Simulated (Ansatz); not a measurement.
```xyz
31
Lattice="4.0318 6.9832 0.0000 4.0318 -6.9832 0.0000 0.0000 0.0000 -16.7624" Properties=species:S:1:pos:R:3 pbc="T T T"
In    2.0159   -1.1638  -13.9681
In    4.0354   -4.6534  -13.9277
In    4.0282    2.3298  -13.9277
In    6.0477   -1.1680  -13.9277
In    3.8134   -2.2016   -5.6697
In    2.0159    0.9117   -5.6697
In    6.0477    1.1638   -5.6548
In    4.2502    4.7816   -5.6697
In    2.0159   -1.1638  -11.1728
In    4.0326   -4.6550  -11.1264
In    4.0310    2.3282  -11.1264
In    6.0477   -1.1648  -11.1264
In    3.9908   -2.3041   -2.8250
In    2.0159    1.1166   -2.8250
In    6.0477    1.1638   -2.8625
In    4.0727    4.6791   -2.8250
Se    4.0602   -4.6391   -6.8593
Se    4.0034    2.3441   -6.8593
Se    6.0477   -1.1966   -6.8593
Se    4.0423   -2.3338  -15.2308
Se    2.0159    1.1761  -15.2308
Se    6.0477    1.1638  -15.2108
Se    4.0212    4.6494  -15.2308
Se    2.0159   -1.1638   -1.4424
Se    4.0317   -4.6555   -1.5713
Se    4.0318    2.3277   -1.5713
Se    6.0477   -1.1638   -1.5713
Se    4.0156   -2.3184   -9.8449
Se    2.0159    1.1453   -9.8449
Se    6.0477    1.1638   -9.8469
Se    4.0479    4.6648   -9.8449
```

Theory: DFT PBE+D3(BJ), scalar-relativistic, plane waves, PAW (Ansatz 0.2.0).

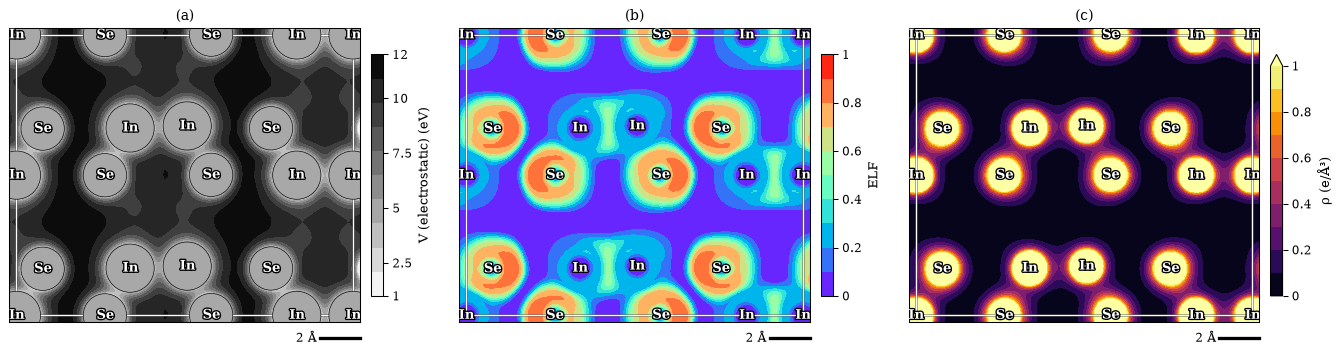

In16Se15 (cell with a defect). (a) electrostatic potential energy of an electron; (b) electron localisation function; (c) valence pseudo-density on the (110) plane of the calculation cell. Grey discs cover the atomic cores in the potential map.

Core electrons are frozen (PAW), and the valence fields are smoothed inside the atomic spheres.

Q: What do the fields say about this system?

A: The section cuts through In and Se sites. In–Se (2.66 Å): ρ at the midpoint is about 0.39 e/Å³; the ELF is about 0.50 at the midpoint. In–In (2.80 Å): the density is about 0.33 e/Å³ at the midpoint; the ELF reaches about 0.55 near the midpoint. In–Se (2.72 Å): ρ at the midpoint is about 0.35 e/Å³; the ELF is about 0.50 at the midpoint. In–In (2.85 Å): the density is about 0.3 e/Å³ at the midpoint; the ELF reaches about 0.55 near the midpoint. Between the atoms the lowest density in this plane is 0.006 e/Å³. The ELF also peaks beside Se, away from the bonds: lone-pair regions. Outside the cores the potential energy rises away from the atoms and is highest about 2.6 Å from the nearest atoms; its zero is arbitrary.
